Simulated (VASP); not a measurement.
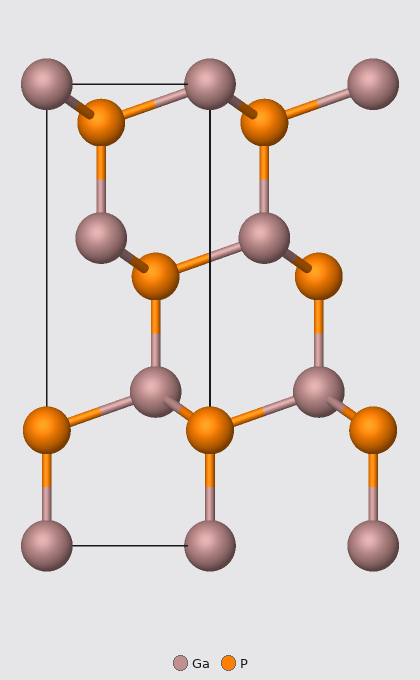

Projection along an edge of the hexagonal mesh, stacking direction [111] upwards. Every atom sits on one of the three columns of the mesh; call them A, B, C in the order in which they first turn up. The box is the hexagonal cell of the face-centred cubic lattice. The sequence starts with the first layer at or above the cell's origin.

GaP. Coordinates: the geometry relaxed with VASP Kohn-Sham DFT of a periodic cell, revPBE, VASP PAW PBE potentials, recommended (VASP 6.6.1).

Question: Give the sequence of layers in one repeat, with element and column.

Answer: Ga(A) – P(A) – Ga(B) – P(B) – Ga(C) – P(C) (six layers in 9.59 Å).

Question: How are the P layers alone stacked?

Answer: P layers alone: ABC, the cubic close-packed type.

Question: Which positions between or in the P layers do the other atoms fill?

Answer: Ga: three tetrahedral sites in each hexagonal cell.

Question: What short polytype symbol fits?

Answer: Polytype symbol 3C, the symbol of a tetrahedral polytype (number of double layers in the repeat and lattice).
